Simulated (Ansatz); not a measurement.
Input

```
crystal:
  lattice:
    - [0.0, 3.018, 3.018]
    - [3.018, 0.0, 3.018]
    - [3.018, 3.018, 0.0]
  atoms:
    - { symbol: In, position: [0.0, 0.0, 0.0] }
    - { symbol: As, position: [0.25, 0.25, 0.25] }
basis:
  ecutwfc: 500
kpoints:
  mp_grid: { grid: [10, 10, 10] }
hamiltonian:
  xc: r2scan
scf:
  occupations: { method: gaussian, width: 0.01 }
output:
  forces: true
  stress: true
  eigenvalues: true
  write_density: true
  write_potential: true
  elf: true
  volumetric_format: npy
relax:
  adjacent_minimum: "off"
  f_tol: 0.005
  max_steps: 80
  cell: { stress_tol: 0.05 }
```

Launched as:

```sh
ansatz run input.yaml --threads 1 --pin off --max-ram 2560MiB --backend cpu --events-out ev --progress --plain --runs-dir out
```

Below, planes, directions and counts refer to the conventional cell (a = 6.11 Å, b = 6.11 Å, c = 6.11 Å, α = 90.00°, β = 90.00°, γ = 90.00°).

The fields are those of the relaxed geometry.

Space group F-43m.

Level of theory: DFT r2SCAN, scalar-relativistic, plane waves, PAW in Ansatz 0.2.0.

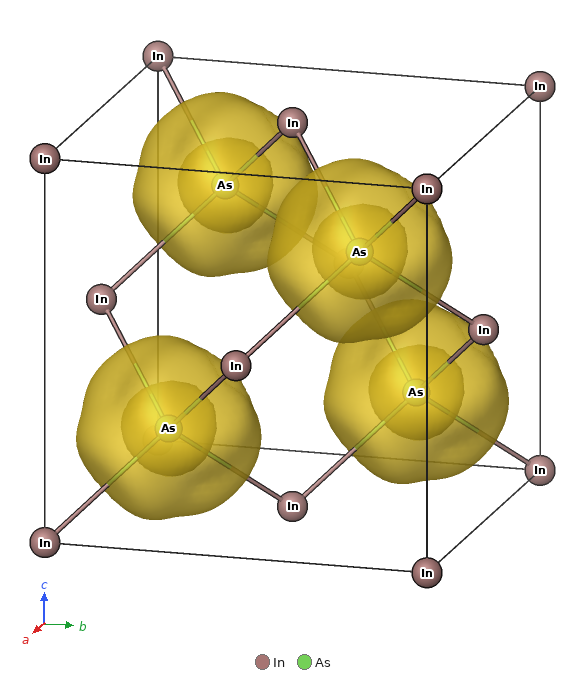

InAs. Isosurface of the electron localisation function at 0.6 (yellow), seen slightly off an axis. Core shells and regions of very low density are left out. Sticks mark near contacts.

Core electrons are frozen (PAW), and the valence fields are smoothed inside the atomic spheres.

Question: What do the ELF domains correspond to?

Answer: At this value the surface marks out four regions wrapped around As (the valence shell of each), counted in one cell of 8 atoms. Any copies at cell faces, edges or corners count once. Profiles from the grid: In–As (2.65 Å): the ELF peaks at about 0.75 between the atoms (a shared electron pair).
